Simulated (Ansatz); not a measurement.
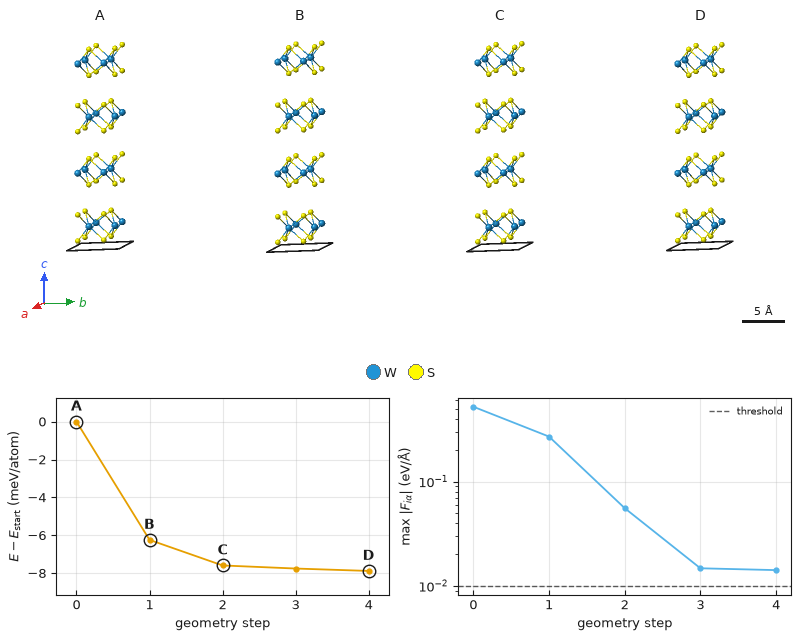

Frames of a relaxation of crystalline WS$_{2}$ (set up in P-3m1), marked on the history of the run. The picture is a ball-and-stick view of the 2 × 2 repeat of the cell, outlined in the plane, without the vacuum, seen slightly off an axis.

Case: volume × 1.03, shape and atoms relaxed.

These are results of DFT r2SCAN, scalar-relativistic, plane waves, PAW (Ansatz), not measurements. Settings: plane-wave cutoff 500 eV; k-point mesh 12 × 12 × 1; occupations gaussian; smearing width 0.02 eV; no spin polarisation; cell relaxed at fixed volume; force threshold 0.01 eV/Å; at most 30 steps.

**What happens along the run?**

The run was cut off at its time limit before the relaxation converged, so the last structure is only a point on the way. Over 4 geometry steps the energy falls by 7.9 meV per atom. Largest force component: 0.52 eV/Å at the start, 0.014 eV/Å at the end. The largest moves relative to the cell and the layer's centre, 0.029 Å, are those of S atoms. Largest moves by element: S 0.029 Å, W 0.012 Å. In the plane the drawn cell goes a 6.426 → 6.369 Å (−0.9 %), b 6.426 → 6.369 Å (−0.9 %). Near-neighbour distances that change, for instance: W–W 3.213 → 3.184 Å, S–W 2.433 → 2.410 Å. The space group stays P-3m1 (No. 164). The run took 6 min on 2 threads of AMD EPYC (Zen 3), on a shared host, peak memory 1.4 GiB. From step 0 to 1: S atoms move most (0.23 Å), energy −6.2 meV per atom. From step 1 to 2: S atoms move most (0.09 Å), energy −1.3 meV per atom. From step 2 to 4: S atoms move most (0.13 Å), energy −0.3 meV per atom.

```
step  E − E(0), meV/atom  largest force component, eV/Å
   0                0.00                         0.5220
   1               -6.24                         0.2700
   2               -7.59                         0.0556
   3               -7.76                         0.0147
   4               -7.88                         0.0142
```

Limits of the set-up: layers or molecules are held without a dispersion correction, so their spacing is unreliable.
